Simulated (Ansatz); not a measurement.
Two G0W0 runs on WS2 (layers cut from the bulk crystal).

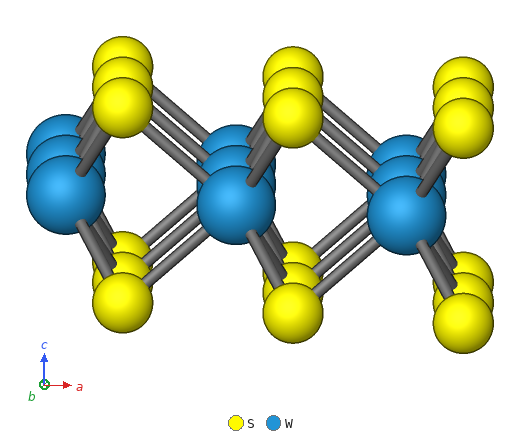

The structure (sulfur yellow, tungsten blue). 3×3×1 cells are drawn.

The cell holds 3 atoms: 2 S and 1 W. Cell: a = 3.160 Å, b = 3.160 Å, c = 29.500 Å, α = 90.0°, β = 90.0°, γ = 120.0°. It derives from WS2. Vacuum lies along c.

```xyz
3
Lattice="3.1597 0.0000 0.0000 -1.5798 2.7364 0.0000 0.0000 0.0000 29.5000" Properties=species:S:1:pos:R:3
S     1.5798    0.9121   13.1739
W     0.0000    1.8242   14.7500
S     1.5798    0.9121   16.3261
```

The structure was relaxed with PBE-D3(BJ). The runs that relaxed it are not among those shown. Spin-orbit coupling is left out unless a run names it.

The first (Ansatz 0.2.0; start PBE, 9×9×1 mesh, 339 empty bands, screening to 70 eV, PAW set soft_1 files; 1 × NVIDIA H100 80GB HBM3 (shared by 6 runs) with 2 threads of AMD EPYC 7R13 (Zen 3), shared host) gave, on its mesh: starting gap 1.92 eV, G0W0 gap 2.75 eV, mean of 1 + 4πα/V (set by the cell height) 2.80, 49 s.

The second changes empty bands from 339 to 135 and screening cutoff (eV) from 70.0 to 38. What does it give?

It gave: starting gap 1.92 eV, G0W0 gap 2.77 eV, mean of 1 + 4πα/V (set by the cell height) 2.81, 20 s. The G0W0 gap moves by +0.03 eV, +0.00 eV from the start and +0.03 eV from the correction. Σc changes by +0.33 eV at the valence top and +0.36 eV at the conduction bottom, and Σx − Vxc between them by +0.00 eV.

Limits: not at the basis limit; coarse mesh for a sheet; no spin-orbit coupling.

[Paths, hosts, dates, memory and timing lines, banners, echoed tables and standing remarks are left out of the program output.]

[Logs are printed without paths, hosts, clocks, repeated set-up lines and the standing remarks that a program may print on its own settings, such as how far it seeks lower states.]

[Runs of the session that timed out or met a known fault of the program may be left out.]

[Cells called generated may have been cut or substituted from an entry of the Crystallography Open Database or the Materials Project.]

[Hosts, paths, dates, database ids (printed as entryN), source tags and the programs' standing remarks are cut or masked in the printed files.]
